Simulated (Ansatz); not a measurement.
Input file:

```
crystal:
  lattice:
    - [2.7730180182, 0.0, 0.0]
    - [0.0, 2.7730180182, 0.0]
    - [0.0, 0.0, 2.7730180182]
  atoms:
    - { symbol: Ir, position: [0.0, 0.0, 0.0] }
    - { symbol: O, position: [0.5, 0.5, 0.5] }
basis:
  ecutwfc: 420
kpoints:
  mp_grid: { grid: [16, 16, 16] }
hamiltonian:
  xc: pbesol
scf:
  occupations: { method: gaussian, width: 0.1 }
output:
  forces: true
  stress: true
  eigenvalues: true
  write_density: true
  write_potential: true
  elf: true
  volumetric_format: npy
relax:
  adjacent_minimum: "off"
  f_tol: 0.01
  max_steps: 80
  cell: { stress_tol: 0.05 }
```

Launched as:

```sh
ansatz run input.yaml --threads 1 --pin off --max-ram 2560MiB --backend cpu --events-out ev --progress --plain --runs-dir out
```

Below, planes, directions and counts refer to the conventional cell (a = 2.77 Å, b = 2.77 Å, c = 2.77 Å, α = 90.00°, β = 90.00°, γ = 90.00°).

The fields are those of the relaxed geometry.

Space group Pm-3m; started from the CsCl (B2) prototype, which need not be the ambient phase; computed without spin polarisation.

Level of theory: Ansatz 0.2.0, DFT PBEsol, scalar-relativistic, plane waves, PAW.

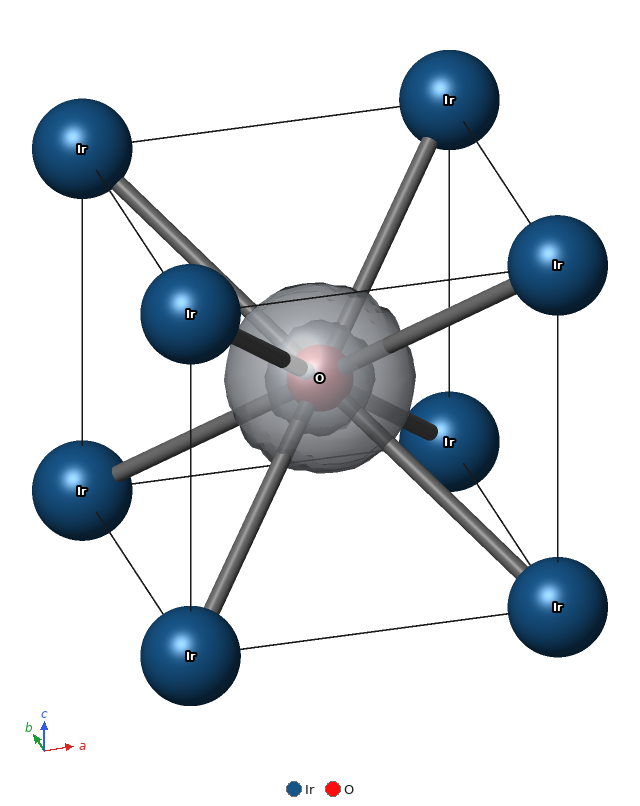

IrO. Isosurface of the electron localisation function at 0.75 (grey), seen at an oblique angle. Core shells and regions of very low density are left out. Sticks mark near contacts.

Core electrons are frozen (PAW), and the valence fields are smoothed inside the atomic spheres.

Question: Where are the electrons localised?

Answer: The ELF exceeds this value in one region wrapped around O (its valence shell), counted in one cell of 2 atoms. Any copies at cell faces, edges or corners count once. Along the contacts the grid gives the following. Ir–O (2.40 Å): the ELF is about 0.20 at the midpoint; no shared electron pair shows on this line.

Question: Does the calculation make it a metal, or give it a gap?

Answer: It is metallic or semimetallic at this level of theory: no gap opens; semilocal functionals without U, or without the true magnetic order, often close the gap of such compounds.
